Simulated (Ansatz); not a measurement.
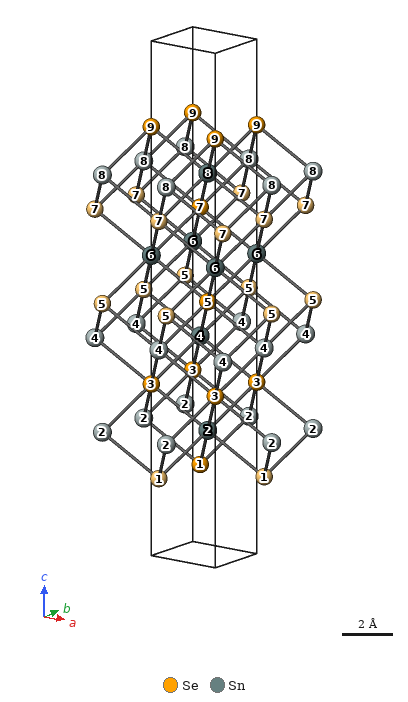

Figure 1. The structure as given in the input (ball-and-stick view of the cell of the calculation, with the vacuum cut short, seen slightly off an axis; neighbours outside the cell are drawn fainter; atoms are numbered from 1 in the order of the input). An atom can appear more than once, as a periodic image.

# Sn4Se5: geometry relaxation (part 1 of 2)

System: Sn4Se5 (slab, 9 atoms in the cell).
Method: DFT PBE, scalar-relativistic, plane waves, PAW, no spin polarisation (Ansatz 0.2.0).

The structure derives from an entry of the Crystallography Open Database. It belongs to a series of runs on one base structure; here: (1 1 1) slab, atoms relaxed. Figures and captions count atoms from 1; the log counts them from 0 in places.

### Log
```
Engine: ansatz 0.2.0, x86_64-unknown-linux-gnu
Pseudopotentials: kind: paw
Pseudopotential: Se, paw, valence charge 16, recommended cutoff 420 eV (normal), Se.paw.azcp
Pseudopotential: Sn, paw, valence charge 14, recommended cutoff 420 eV (normal), Sn.paw.azcp
Functional definition: PBE
  parameter kappa = 0.804
  parameter beta = 0.06672455060314922
  exchange = pbe_x(kappa = kappa, mu = beta*pi^2/3)
  correlation = pbe_c(beta = beta)
Crystal: 9 atoms, lattice volume = 461.378 Å³
Basis set: ecut = 420 eV, 8983 PW (Γ), exchange–correlation on 60×60×400 points (8 copies of the dense FFT grid, shifted against one another)
Bands: 82, of which v1, the nominal top of the filled ones, is band 68 counted from 1 (67 counted from 0)
Symmetry: 6 space group operations
k-points: 12 of 81 (time reversal used)
Non-local potential: Se, projectors of the file, l = 0: 2, l = 1: 2, l = 2: 3, l = 3: 1
Non-local potential: Sn, projectors of the file, l = 0: 2, l = 1: 2, l = 2: 2, l = 3: 2
PAW form: soft (Blöchl's): semilocal exchange-correlation on the pseudo side does not see the compensation charge
PAW one-centre angular grid: Se, 590 points (default); XC on 64 Gauss nodes
PAW one-centre angular grid: Sn, 590 points (default); XC on 64 Gauss nodes
Initial density: superposition of atomic densities (neutral atoms: chi_scale 0, normalization atom), corrected by the library's trained network
Initial wavefunctions: pseudopotential atomic-orbital guess
Functional: x = pbe(κ = 0.804, μ = 0.2195149727645171), c = pbe(β = 0.06672455060314922)
SCF iter   1: F=—  HF=-51444.787771 eV  |F-HF|=—  |Δ(HF+E_count)|=         —  Δρ=2.17e-3  dr2=4.93e-1  ethr=1.77e-3  p=-0.000 e·Å  D=-7.07e-14 V/Å  ΔV_dip=0.00 eV  dr2_dipole=1.13e-6  V_vac-E_F(+/−)=6.02/6.02 eV  ⟨swp⟩=6.1  Hψ=3712  notcnv=0  defer=32
efield: sawtooth ramp at fractional position 0.9800 (placed from the atoms, in the widest stretch of the axis that holds none; the zero of the levels goes with the place), width 0.0400; the density the first Hamiltonian is built on has a dipole p = -0.000 e·Å; the dipole correction subtracts the counter field D = -7.07e-14 V/Å, which shifts the + side's vacuum level by +0.00 eV against the − side's; the planar-averaged density in the ramp window peaks in size at 1.9e-5 e/Å³
preconditioner: auto → LDOS  [metal: Δε(μ)=0.037 eV  Ē_g=8.356 eV  σ=0.050 eV  W_gap=0.39  n_scr=98 (ndim 8)  ℏωp=11.7 eV  f_vac=0.431  D(μ)=5.56/eV (n_scr^D=12)  β→1.0]
SCF iter   2: F=—  HF=-51444.759741 eV  |F-HF|=—  |Δ(HF+E_count)|=   2.80e-2  Δρ=1.02e-3  dr2=3.12e-2  ethr=3.62e-4  p=0.000 e·Å  D=1.01e-5 V/Å  ΔV_dip=-0.00 eV  dr2_dipole=3.75e-7  V_vac-E_F(+/−)=5.98/5.99 eV  ⟨swp⟩=2.1  Hψ=1202  notcnv=0  defer=92
SCF iter   3: F=—  HF=-51444.757213 eV  |F-HF|=—  |Δ(HF+E_count)|=   2.53e-3  Δρ=5.76e-4  dr2=9.82e-3  ethr=2.29e-5  p=0.000 e·Å  D=2.62e-6 V/Å  ΔV_dip=-0.00 eV  dr2_dipole=1.06e-7  V_vac-E_F(+/−)=5.97/5.97 eV  ⟨swp⟩=2.1  Hψ=1232  notcnv=0  defer=95
SCF iter   4: F=—  HF=-51444.755952 eV  |F-HF|=—  |Δ(HF+E_count)|=   1.26e-3  Δρ=1.82e-4  dr2=5.55e-4  ethr=7.22e-6  p=0.000 e·Å  D=9.63e-8 V/Å  ΔV_dip=-0.00 eV  dr2_dipole=4.07e-8  V_vac-E_F(+/−)=5.96/5.96 eV  ⟨swp⟩=2.0  Hψ=1121  notcnv=0  defer=95
SCF iter   5: F=—  HF=-51444.755887 eV  |F-HF|=—  |Δ(HF+E_count)|=   6.44e-5  Δρ=5.29e-5  dr2=3.10e-5  ethr=4.08e-7  p=-0.000 e·Å  D=-1.47e-7 V/Å  ΔV_dip=0.00 eV  dr2_dipole=1.90e-9  V_vac-E_F(+/−)=5.96/5.96 eV  ⟨swp⟩=2.5  Hψ=1420  notcnv=0  defer=95
iter 6 did not close the SCF: its close was put off until two iterations running show no level that it waits for move by more than its bar (scf_convergence_deferred on its scf_iter line)
SCF iter   6: F=-51444.755879 eV  HF=-51444.755879 eV  |F-HF|=4.97e-7  |Δ(HF+E_count)|=   7.74e-6  Δρ=1.86e-5  dr2=2.39e-6  ethr=7.35e-9  p=-0.000 e·Å  D=-2.13e-8 V/Å  ΔV_dip=0.00 eV  dr2_dipole=9.56e-10  V_vac-E_F(+/−)=5.96/5.96 eV  ⟨swp⟩=20.6  Hψ=10775  notcnv=0
SCF iter   7: F=-51444.755880 eV  HF=-51444.755880 eV  |F-HF|=4.52e-8  |Δ(HF+E_count)|=   7.14e-7  Δρ=5.71e-6  dr2=2.41e-7  ethr=1.76e-9  p=-0.000 e·Å  D=-2.28e-10 V/Å  ΔV_dip=0.00 eV  dr2_dipole=2.55e-11  V_vac-E_F(+/−)=5.96/5.96 eV  ⟨swp⟩=10.2  Hψ=7190  notcnv=0
SCF 1 converged in 7 iterations: F = -51444.755880 eV  dr2 = 2.41e-7
  greatest PAW one-centre occupation: 1.000 electrons in one spin orbital (limit 2), on the Se atom at site 6 (counted from 0), in its partial waves of l = 2
relax step   1: F+E_penalty+E_count = -51444.75588009 eV  Δ(F+E_penalty+E_count) = +0.000e0 eV  max|allowed force component| = 1.897e0 eV/Å  Δτ_max = 0.0000 Å  (7 SCF iters, dr2 threshold 1.00e-5 eV, accepted)
Initial density: handed on by an earlier stage of this run
Initial wavefunctions: those handed on with the density
iter 1 solved again at ethr=1.76e-3 eV; its pass at ethr=3.10e-3 eV (dr2=2.40e0 eV) is discarded
SCF iter   1: F=—  HF=-51445.655554 eV  |F-HF|=—  |Δ(HF+E_count)|=         —  Δρ=5.36e-3  dr2=2.39e0  ethr=1.76e-3  p=-0.000 e·Å  D=-2.37e-10 V/Å  ΔV_dip=0.00 eV  dr2_dipole=1.75e-11  V_vac-E_F(+/−)=5.86/5.86 eV  ⟨swp⟩=1.0  Hψ=3301  notcnv=0  defer=67
efield: sawtooth ramp at fractional position 0.9800 (handed on by an earlier solve), width 0.0400; the density the first Hamiltonian is built on has a dipole p = -0.000 e·Å; the dipole correction subtracts the counter field D = -2.37e-10 V/Å, which shifts the + side's vacuum level by +0.00 eV against the − side's; the planar-averaged density in the ramp window peaks in size at 9.4e-6 e/Å³
preconditioner: auto → LDOS  [insulator: Δε(μ)=0.089 eV  Ē_g=8.585 eV  σ=0.050 eV  W_gap=0.79  n_scr=98 (ndim 8)  ℏωp=11.7 eV  f_vac=0.440  D(μ)=4.16/eV (n_scr^D=10)  ε∞_Penn≈2.9  β→1.0]
SCF iter   2: F=—  HF=-51445.486804 eV  |F-HF|=—  |Δ(HF+E_count)|=   1.69e-1  Δρ=2.34e-3  dr2=6.44e-2  ethr=1.76e-3  p=-0.000 e·Å  D=-1.37e-7 V/Å  ΔV_dip=0.00 eV  dr2_dipole=2.39e-11  V_vac-E_F(+/−)=5.55/5.55 eV  ⟨swp⟩=2.0  Hψ=1012  notcnv=0  defer=67
SCF iter   3: F=—  HF=-51445.483414 eV  |F-HF|=—  |Δ(HF+E_count)|=   3.39e-3  Δρ=1.41e-3  dr2=1.84e-2  ethr=4.74e-5  p=0.000 e·Å  D=3.41e-7 V/Å  ΔV_dip=-0.00 eV  dr2_dipole=1.49e-11  V_vac-E_F(+/−)=5.54/5.54 eV  ⟨swp⟩=2.1  Hψ=1854  notcnv=0  defer=93
SCF iter   4: F=—  HF=-51445.479627 eV  |F-HF|=—  |Δ(HF+E_count)|=   3.79e-3  Δρ=7.74e-4  dr2=8.24e-3  ethr=1.35e-5  p=0.000 e·Å  D=2.80e-7 V/Å  ΔV_dip=-0.00 eV  dr2_dipole=1.51e-12  V_vac-E_F(+/−)=5.53/5.53 eV  ⟨swp⟩=2.0  Hψ=1599  notcnv=0  defer=93
SCF iter   5: F=—  HF=-51445.477997 eV  |F-HF|=—  |Δ(HF+E_count)|=   1.63e-3  Δρ=3.98e-4  dr2=1.65e-3  ethr=6.06e-6  p=0.000 e·Å  D=2.57e-8 V/Å  ΔV_dip=-0.00 eV  dr2_dipole=6.39e-13  V_vac-E_F(+/−)=5.53/5.53 eV  ⟨swp⟩=2.0  Hψ=1263  notcnv=0  defer=93
SCF iter   6: F=—  HF=-51445.477710 eV  |F-HF|=—  |Δ(HF+E_count)|=   2.87e-4  Δρ=1.19e-4  dr2=1.50e-4  ethr=1.21e-6  p=-0.000 e·Å  D=-7.13e-8 V/Å  ΔV_dip=0.00 eV  dr2_dipole=1.35e-12  V_vac-E_F(+/−)=5.53/5.53 eV  ⟨swp⟩=2.0  Hψ=1061  notcnv=0  defer=93
SCF iter   7: F=-51445.477663 eV  HF=-51445.477668 eV  |F-HF|=5.14e-6  |Δ(HF+E_count)|=   4.23e-5  Δρ=3.60e-5  dr2=1.01e-5  ethr=7.35e-8  p=-0.000 e·Å  D=-7.34e-8 V/Å  ΔV_dip=0.00 eV  dr2_dipole=9.19e-14  V_vac-E_F(+/−)=5.53/5.53 eV  ⟨swp⟩=18.7  Hψ=9778  notcnv=0
SCF 2 converged in 7 iterations: F = -51445.477663 eV  dr2 = 1.01e-5
  greatest PAW one-centre occupation: 1.000 electrons in one spin orbital (limit 2), on the Se atom at site 4 (counted from 0), in its partial waves of l = 2
relax step   2: F+E_penalty+E_count = -51445.47766262 eV  Δ(F+E_penalty+E_count) = -7.218e-1 eV  max|allowed force component| = 3.146e-1 eV/Å  Δτ_max = 0.1947 Å  (7 SCF iters, dr2 threshold 1.00e-4 eV, accepted)
iter 1 solved again at ethr=5.35e-5 eV; its pass at ethr=3.10e-3 eV (dr2=7.27e-2 eV) is discarded
SCF iter   1: F=—  HF=-51445.549985 eV  |F-HF|=—  |Δ(HF+E_count)|=         —  Δρ=3.95e-3  dr2=7.33e-2  ethr=5.35e-5  p=-0.000 e·Å  D=-7.34e-8 V/Å  ΔV_dip=0.00 eV  dr2_dipole=1.47e-11  V_vac-E_F(+/−)=5.52/5.52 eV  ⟨swp⟩=1.9  Hψ=3559  notcnv=0  defer=88
efield: sawtooth ramp at fractional position 0.9800 (handed on by an earlier solve), width 0.0400; the density the first Hamiltonian is built on has a dipole p = -0.000 e·Å; the dipole correction subtracts the counter field D = -7.34e-8 V/Å, which shifts the + side's vacuum level by +0.00 eV against the − side's; the planar-averaged density in the ramp window peaks in size at 1.9e-5 e/Å³
preconditioner: auto → LDOS  [insulator: Δε(μ)=0.106 eV  Ē_g=16.219 eV  σ=0.050 eV  W_gap=0.73  n_scr=98 (ndim 8)  ℏωp=16.0 eV  f_vac=0.455  D(μ)=3.62/eV (n_scr^D=10)  ε∞_Penn≈2.0  β→1.0]
SCF iter   2: F=—  HF=-51445.546744 eV  |F-HF|=—  |Δ(HF+E_count)|=   3.24e-3  Δρ=9.35e-4  dr2=6.16e-3  ethr=5.35e-5  p=-0.000 e·Å  D=-5.09e-8 V/Å  ΔV_dip=0.00 eV  dr2_dipole=1.21e-10  V_vac-E_F(+/−)=5.53/5.53 eV  ⟨swp⟩=2.0  Hψ=1235  notcnv=0  defer=88
SCF iter   3: F=—  HF=-51445.546323 eV  |F-HF|=—  |Δ(HF+E_count)|=   4.21e-4  Δρ=3.81e-4  dr2=1.35e-3  ethr=4.53e-6  p=0.000 e·Å  D=9.59e-9 V/Å  ΔV_dip=-0.00 eV  dr2_dipole=1.88e-10  V_vac-E_F(+/−)=5.53/5.53 eV  ⟨swp⟩=2.3  Hψ=1653  notcnv=0  defer=88
SCF iter   4: F=—  HF=-51445.546030 eV  |F-HF|=—  |Δ(HF+E_count)|=   2.93e-4  Δρ=7.96e-5  dr2=7.33e-5  ethr=9.89e-7  p=-0.000 e·Å  D=-4.24e-8 V/Å  ΔV_dip=0.00 eV  dr2_dipole=1.90e-11  V_vac-E_F(+/−)=5.53/5.53 eV  ⟨swp⟩=2.0  Hψ=1708  notcnv=0  defer=88
SCF iter   5: F=—  HF=-51445.546037 eV  |F-HF|=—  |Δ(HF+E_count)|=   7.13e-6  Δρ=3.07e-5  dr2=1.31e-5  ethr=5.39e-8  p=0.000 e·Å  D=1.32e-9 V/Å  ΔV_dip=-0.00 eV  dr2_dipole=2.43e-12  V_vac-E_F(+/−)=5.53/5.53 eV  ⟨swp⟩=2.0  Hψ=1709  notcnv=0  defer=88
iter 6 did not close the SCF: its close was put off until two iterations running show no level that it waits for move by more than its bar (scf_convergence_deferred on its scf_iter line)
SCF iter   6: F=-51445.546038 eV  HF=-51445.546038 eV  |F-HF|=1.54e-7  |Δ(HF+E_count)|=   6.40e-7  Δρ=9.05e-6  dr2=1.00e-6  ethr=4.55e-9  p=0.000 e·Å  D=1.59e-9 V/Å  ΔV_dip=-0.00 eV  dr2_dipole=1.28e-13  V_vac-E_F(+/−)=5.53/5.53 eV  ⟨swp⟩=18.4  Hψ=10081  notcnv=0
SCF iter   7: F=-51445.546038 eV  HF=-51445.546038 eV  |F-HF|=7.53e-8  |Δ(HF+E_count)|=   7.03e-7  Δρ=3.27e-6  dr2=1.57e-7  ethr=7.38e-10  p=0.000 e·Å  D=2.65e-9 V/Å  ΔV_dip=-0.00 eV  dr2_dipole=1.97e-15  V_vac-E_F(+/−)=5.53/5.53 eV  ⟨swp⟩=9.7  Hψ=7121  notcnv=0
SCF 3 converged in 7 iterations: F = -51445.546038 eV  dr2 = 1.57e-7
relax step   3: F+E_penalty+E_count = -51445.54603838 eV  Δ(F+E_penalty+E_count) = -6.838e-2 eV  max|allowed force component| = 1.168e-1 eV/Å  Δτ_max = 0.1952 Å  (7 SCF iters, dr2 threshold 6.18e-6 eV, accepted)
SCF iter   1: F=—  HF=-51445.552709 eV  |F-HF|=—  |Δ(HF+E_count)|=         —  Δρ=8.29e-4  dr2=3.44e-3  ethr=2.17e-5  p=0.000 e·Å  D=2.65e-9 V/Å  ΔV_dip=-0.00 eV  dr2_dipole=6.23e-14  V_vac-E_F(+/−)=5.53/5.53 eV  ⟨swp⟩=3.9  Hψ=2116  notcnv=0  defer=93
efield: sawtooth ramp at fractional position 0.9800 (handed on by an earlier solve), width 0.0400; the density the first Hamiltonian is built on has a dipole p = 0.000 e·Å; the dipole correction subtracts the counter field D = 2.65e-9 V/Å, which shifts the + side's vacuum level by -0.00 eV against the − side's; the planar-averaged density in the ramp window peaks in size at 1.2e-5 e/Å³
preconditioner: auto → LDOS  [insulator: Δε(μ)=0.116 eV  Ē_g=16.224 eV  σ=0.050 eV  W_gap=0.73  n_scr=98 (ndim 8)  ℏωp=16.0 eV  f_vac=0.455  D(μ)=3.43/eV (n_scr^D=10)  ε∞_Penn≈2.0  β→1.0]
SCF iter   2: F=—  HF=-51445.552420 eV  |F-HF|=—  |Δ(HF+E_count)|=   2.89e-4  Δρ=2.80e-4  dr2=9.33e-4  ethr=2.53e-6  p=0.000 e·Å  D=3.58e-8 V/Å  ΔV_dip=-0.00 eV  dr2_dipole=3.25e-13  V_vac-E_F(+/−)=5.54/5.54 eV  ⟨swp⟩=2.0  Hψ=1440  notcnv=0  defer=93
SCF iter   3: F=—  HF=-51445.552282 eV  |F-HF|=—  |Δ(HF+E_count)|=   1.38e-4  Δρ=1.09e-4  dr2=1.10e-4  ethr=6.86e-7  p=0.000 e·Å  D=2.44e-8 V/Å  ΔV_dip=-0.00 eV  dr2_dipole=6.89e-12  V_vac-E_F(+/−)=5.53/5.53 eV  ⟨swp⟩=2.0  Hψ=1198  notcnv=0  defer=93
SCF iter   4: F=—  HF=-51445.552010 eV  |F-HF|=—  |Δ(HF+E_count)|=   2.72e-4  Δρ=3.29e-5  dr2=1.68e-5  ethr=8.09e-8  p=0.000 e·Å  D=7.01e-9 V/Å  ΔV_dip=-0.00 eV  dr2_dipole=8.45e-12  V_vac-E_F(+/−)=5.53/5.53 eV  ⟨swp⟩=2.0  Hψ=1709  notcnv=0  defer=93
SCF iter   5: F=—  HF=-51445.552009 eV  |F-HF|=—  |Δ(HF+E_count)|=   5.86e-7  Δρ=1.74e-5  dr2=4.91e-6  ethr=1.24e-8  p=0.000 e·Å  D=1.94e-8 V/Å  ΔV_dip=-0.00 eV  dr2_dipole=6.73e-12  V_vac-E_F(+/−)=5.53/5.53 eV  ⟨swp⟩=2.0  Hψ=1710  notcnv=0  defer=93
SCF iter   6: F=-51445.552009 eV  HF=-51445.552009 eV  |F-HF|=1.01e-7  |Δ(HF+E_count)|=   5.86e-7  Δρ=5.36e-6  dr2=2.22e-7  ethr=6.27e-10  p=0.000 e·Å  D=1.00e-8 V/Å  ΔV_dip=-0.00 eV  dr2_dipole=1.68e-13  V_vac-E_F(+/−)=5.53/5.53 eV  ⟨swp⟩=16.4  Hψ=8182  notcnv=0
SCF 4 converged in 6 iterations: F = -51445.552009 eV  dr2 = 2.22e-7
relax step   4: F+E_penalty+E_count = -51445.55200869 eV  Δ(F+E_penalty+E_count) = -5.970e-3 eV  max|allowed force component| = 2.504e-2 eV/Å  Δτ_max = 0.0564 Å  (6 SCF iters, dr2 threshold 8.53e-7 eV, accepted)
SCF iter   1: F=—  HF=-51445.553291 eV  |F-HF|=—  |Δ(HF+E_count)|=         —  Δρ=5.24e-4  dr2=9.57e-4  ethr=9.21e-6  p=0.000 e·Å  D=1.00e-8 V/Å  ΔV_dip=-0.00 eV  dr2_dipole=2.58e-12  V_vac-E_F(+/−)=5.53/5.53 eV  ⟨swp⟩=3.1  Hψ=1961  notcnv=0  defer=96
efield: sawtooth ramp at fractional position 0.9800 (handed on by an earlier solve), width 0.0400; the density the first Hamiltonian is built on has a dipole p = 0.000 e·Å; the dipole correction subtracts the counter field D = 1.00e-8 V/Å, which shifts the + side's vacuum level by -0.00 eV against the − side's; the planar-averaged density in the ramp window peaks in size at 1.2e-5 e/Å³
preconditioner: auto → LDOS  [insulator: Δε(μ)=0.120 eV  Ē_g=16.208 eV  σ=0.050 eV  W_gap=0.74  n_scr=98 (ndim 8)  ℏωp=16.0 eV  f_vac=0.453  D(μ)=3.38/eV (n_scr^D=10)  ε∞_Penn≈2.0  β→1.0]
SCF iter   2: F=—  HF=-51445.553266 eV  |F-HF|=—  |Δ(HF+E_count)|=   2.47e-5  Δρ=1.27e-4  dr2=4.74e-4  ethr=7.04e-7  p=0.000 e·Å  D=2.27e-8 V/Å  ΔV_dip=-0.00 eV  dr2_dipole=5.95e-12  V_vac-E_F(+/−)=5.53/5.53 eV  ⟨swp⟩=2.0  Hψ=1382  notcnv=0  defer=96
SCF iter   3: F=—  HF=-51445.553273 eV  |F-HF|=—  |Δ(HF+E_count)|=   7.09e-6  Δρ=7.22e-5  dr2=1.44e-4  ethr=3.48e-7  p=0.000 e·Å  D=2.62e-8 V/Å  ΔV_dip=-0.00 eV  dr2_dipole=3.36e-12  V_vac-E_F(+/−)=5.53/5.53 eV  ⟨swp⟩=2.1  Hψ=1276  notcnv=0  defer=96
SCF iter   4: F=—  HF=-51445.553259 eV  |F-HF|=—  |Δ(HF+E_count)|=   1.40e-5  Δρ=1.91e-5  dr2=6.26e-6  ethr=1.06e-7  p=0.000 e·Å  D=1.63e-8 V/Å  ΔV_dip=-0.00 eV  dr2_dipole=5.91e-17  V_vac-E_F(+/−)=5.53/5.53 eV  ⟨swp⟩=2.0  Hψ=1031  notcnv=0  defer=96
SCF iter   5: F=—  HF=-51445.552990 eV  |F-HF|=—  |Δ(HF+E_count)|=   2.69e-4  Δρ=8.41e-6  dr2=8.50e-7  ethr=4.60e-9  p=0.000 e·Å  D=7.58e-9 V/Å  ΔV_dip=-0.00 eV  dr2_dipole=1.58e-12  V_vac-E_F(+/−)=5.53/5.53 eV  ⟨swp⟩=2.0  Hψ=1700  notcnv=0  defer=96
SCF iter   6: F=-51445.552990 eV  HF=-51445.552990 eV  |F-HF|=8.86e-9  |Δ(HF+E_count)|=   9.26e-8  Δρ=1.61e-6  dr2=2.17e-8  ethr=7.35e-11  p=0.000 e·Å  D=9.92e-9 V/Å  ΔV_dip=-0.00 eV  dr2_dipole=1.94e-15  V_vac-E_F(+/−)=5.53/5.53 eV  ⟨swp⟩=15.3  Hψ=7869  notcnv=0
SCF 5 converged in 6 iterations: F = -51445.552990 eV  dr2 = 2.17e-8
relax step   5: F+E_penalty+E_count = -51445.55298968 eV  Δ(F+E_penalty+E_count) = -9.810e-4 eV  max|allowed force component| = 1.589e-2 eV/Å  Δτ_max = 0.0293 Å  (6 SCF iters, accepted)
```

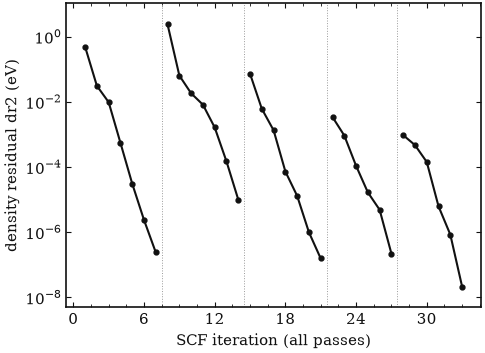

Figure 2. Convergence of the self-consistent field: density residual dr2 against the SCF iteration. The dotted lines part the SCF passes of the relaxation: geometry steps, rejected trials and re-solves on a re-selected basis. The 5 passes take 6 to 7 iterations each, 33 in all.

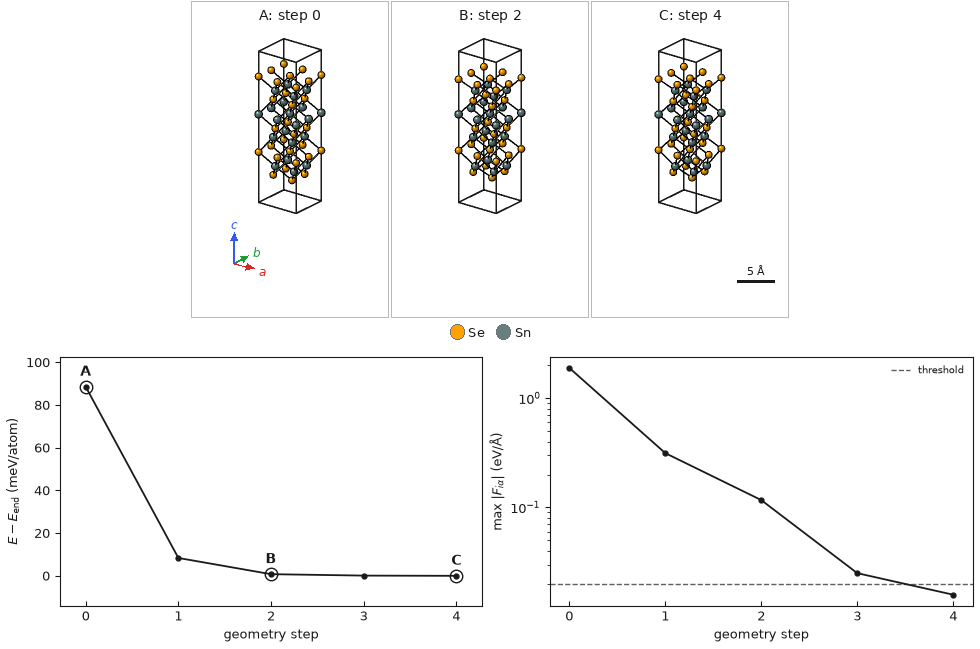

Figure 3. Frames of the relaxation (ball-and-stick view of the 2 × 2 repeat of the cell, with the vacuum cut short, seen slightly off an axis) above the curves, on which the letters mark them (the first geometry is step 0 here and step 1 in the log).
